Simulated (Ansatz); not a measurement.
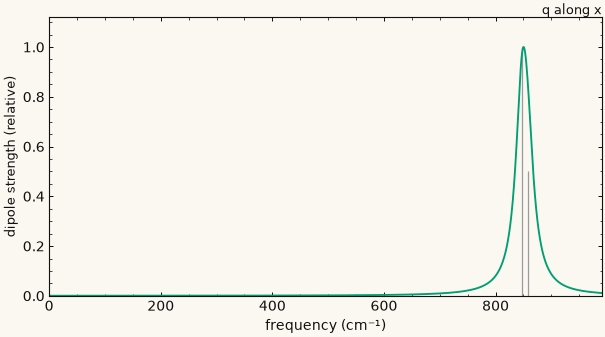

Computed with Ansatz 0.2.0: optical phonons of an insulator on the approach to the zone centre along x, y and z with the field of polar modes, imaginary frequencies are negative, field response on a mesh refined by the program; plane waves with PAW datasets. Level: LDA, no spin polarisation.

| setting | value |
| --- | --- |
| wave cutoff | 420 eV |
| k mesh | 10×10×10 |
| occupations | fixed |
| pressure | 6 GPa |

Starting cell:
```yaml
crystal:
  lattice:
    - [0.00000, 2.22130, 2.22130]
    - [2.22130, 0.00000, 2.22130]
    - [2.22130, 2.22130, 0.00000]
  atoms:
    - { symbol: B, position: [0.00000, 0.00000, 0.00000] }
    - { symbol: P, position: [0.75000, 0.75000, 0.75000] }
```

**Figure.** Polar optical modes, transverse and longitudinal, approaching the zone centre along x for BP, space group F-43m (No. 216). Lines are broadened by Lorentzians of 28 cm⁻¹ full width; the spectrum is scaled to its strongest line.

The transverse (TO, twofold) lines lie at 847.7 and the longitudinal (LO) ones at 857.6 cm⁻¹, the same along x, y and z by the cubic symmetry.

Note: a crossing between the sampled k points may be missed.
